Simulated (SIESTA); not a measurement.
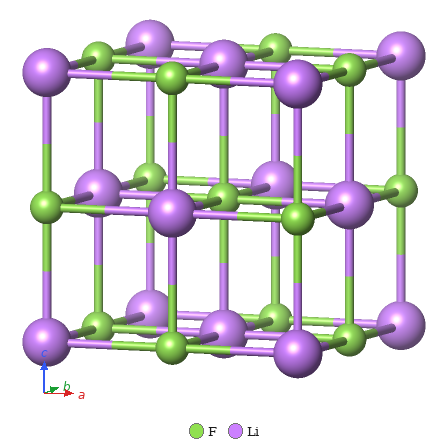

System: LiF, space group Fm-3m (No. 225). The picture shows the conventional cell.

Starting cell:
```
F Li
1.0
     0.00000    2.01400    2.01400
     2.01400    0.00000    2.01400
     2.01400    2.01400    0.00000
F Li
1 1
Direct
  0.50000 0.50000 0.50000
  0.00000 0.00000 0.00000
```

Method: DFT in numerical atomic orbitals with pseudopotentials, no spin polarisation; energies at scaled volumes of the given cell, shape and fractions fixed, counted from the fit's minimum, third-order Birch-Murnaghan fit (SIESTA 5.4.2). Level: PBE.

```tsv
setting	value
k mesh	11×11×11
occupations	Fermi–Dirac
smearing width	0.05 eV
potentials	PseudoDojo 0.4 standard, converted to PSML, two zetas on semicore shells
program settings	basis DZP, mesh cutoff 800 Ry
```

Predict the energy against volume. The volume takes the values 7.6790, 7.8424, 8.0058, 8.1692, 8.3326, 8.4959, 8.6593 Å³/atom.

A third-order Birch–Murnaghan fit gives V0 = 8.46 Å³/atom, B0 = 66.7 GPa and B′ = 3.9. The energy is 17.79 meV/atom at volume 7.6790 Å³/atom and 0.89 meV/atom at 8.6593 Å³/atom; the lowest computed point is at volume 8.4959 Å³/atom (0.04 meV/atom).

```csv
volume (Å³/atom),energy (meV/atom)
7.6790,17.79
7.8424,10.75
8.0058,5.70
8.1692,2.28
8.3326,0.41
8.4959,0.04
8.6593,0.89
```

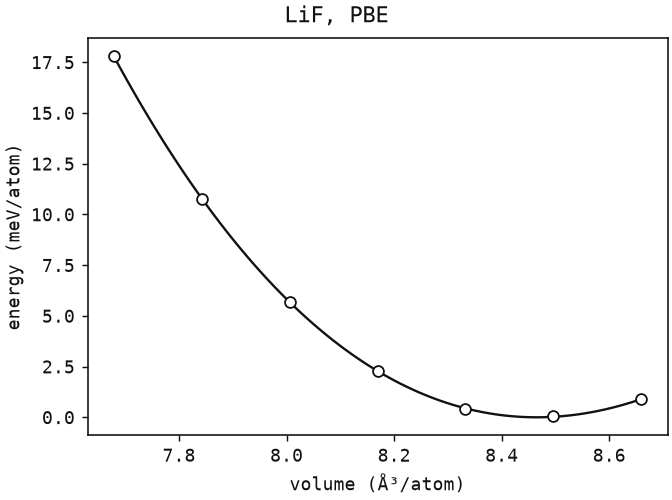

Keep in mind: mulliken charges of long orbitals.
